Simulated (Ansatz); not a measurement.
FeNi3

Input file:

```
crystal:
  lattice:
    - [-1.6803414421, 1.6803414421, 3.3660406411]
    - [1.6803414421, -1.6803414421, 3.3660406411]
    - [1.6803414421, 1.6803414421, -3.3660406411]
  atoms:
    - { symbol: Fe, position: [0.0, 0.0, 0.0], spin: 4.0 }
    - { symbol: Ni, position: [0.5, 0.5, 0.0], spin: 2.0 }
    - { symbol: Ni, position: [0.75, 0.25, 0.5], spin: 2.0 }
    - { symbol: Ni, position: [0.25, 0.75, 0.5], spin: 2.0 }
basis:
  ecutwfc: 420
kpoints:
  mp_grid: { grid: [16, 16, 16] }
hamiltonian:
  xc: pbesol
scf:
  occupations: { method: gaussian, width: 0.1 }
  lower_state_search: "off"
output:
  forces: true
  stress: true
  eigenvalues: true
  populations: true
  write_density: true
  write_potential: true
  elf: true
  volumetric_format: npy
magnetization:
  spin_polarized: true
```

Run with:

```sh
ansatz run input.yaml --threads 1 --pin off --max-ram 2560MiB --backend cpu --events-out ev --progress --plain --runs-dir out
```

Below, planes, directions and counts refer to the conventional cell (a = 3.36 Å, b = 3.36 Å, c = 6.73 Å, α = 90.00°, β = 90.00°, γ = 90.00°).

Space group I4/mmm; a structure from a database of computed crystals, not necessarily the ambient phase; computed pressure about 32 GPa in this cell; spin-polarised.

Method: Ansatz 0.2.0, DFT PBEsol, scalar-relativistic, plane waves, PAW.

The density is the valence pseudo-density of a PAW calculation; it isn't the true density close to the nuclei.

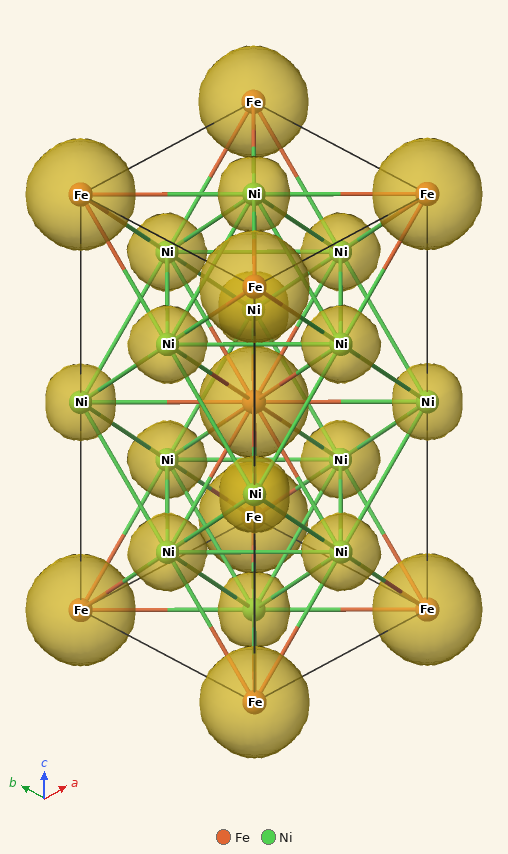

Figure 1. Isosurface of the spin density at +0.3 e/Å³ (yellow), seen at an oblique angle. Sticks mark near contacts.

Q: Which atoms carry the moments, and with what signs?

A: The spin density sits on Fe: +2.6 μB (×2) in one cell of 8 atoms, with smaller moments on Ni (up to +0.63 μB): parallel main moments, as they must be, since the calculation's own cell holds one magnetic site. The cell of the calculation (4 atoms) carries 4.3 μB of net spin moment.

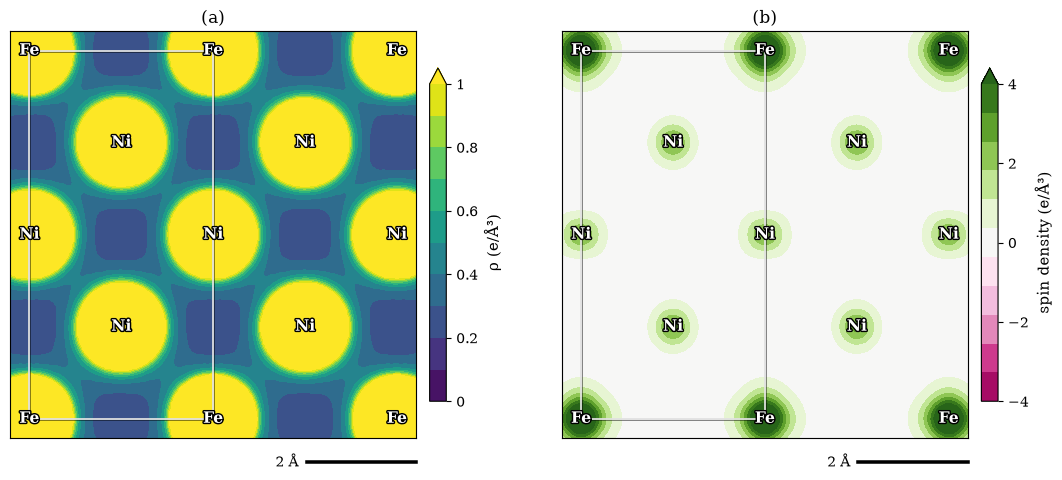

Figure 2. (a) valence charge density (pseudo); (b) spin density on the (010) plane of the conventional cell.

Q: Read the bonding off the picture.

A: Atoms in the plane: Fe and Ni.
Fe–Ni (2.38 Å): ρ at the midpoint is about 0.41 e/Å³.
Ni–Ni (2.38 Å): ρ at the midpoint is about 0.41 e/Å³.
Between the atoms the lowest density in this plane is 0.23 e/Å³.

Q: Does the calculation make it a metal, or give it a gap?

A: It is gapless in this calculation (a metal or semimetal).
